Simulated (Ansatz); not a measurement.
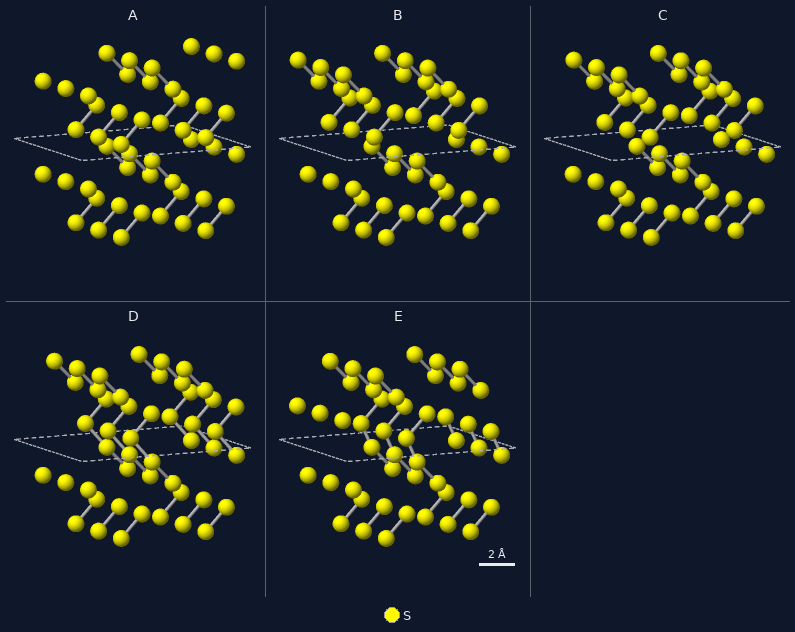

Frames of a one-coordinate scan of crystalline S (P4_2/mnm). A ball-and-stick model of the layers on both sides of the dashed plane, seen from the side, nearly along that plane.

Method: Ansatz, DFT PBE+D3(BJ), scalar-relativistic, plane waves, PAW. Set-up: plane-wave cutoff 420 eV; k-point mesh 9 × 16 × 5; occupations gaussian; smearing width 0.15 eV; no spin polarisation. Energies (free energies at the smearing named) are counted from the relaxed crystal.

> Which coordinate changes from frame to frame?

The crystal above a cut along the (1 0 0) plane of the conventional cell (between a plane of S below and one of S above, 1.40 Å apart) is slid rigidly by fractions of an in-plane lattice vector 6.23 Å long (a generalised stacking fault). In the frames the slip is 0.00 (A), 0.10 (B), 0.20 (C), 0.30 (D), 0.40 (E). One cut stands in each cell, which starts 11.0 Å high; nothing is relaxed, and the dashed outline marks the cut. Their energies are 0 mJ/m², 94 mJ/m², 744 mJ/m², 2464 mJ/m², 6637 mJ/m².
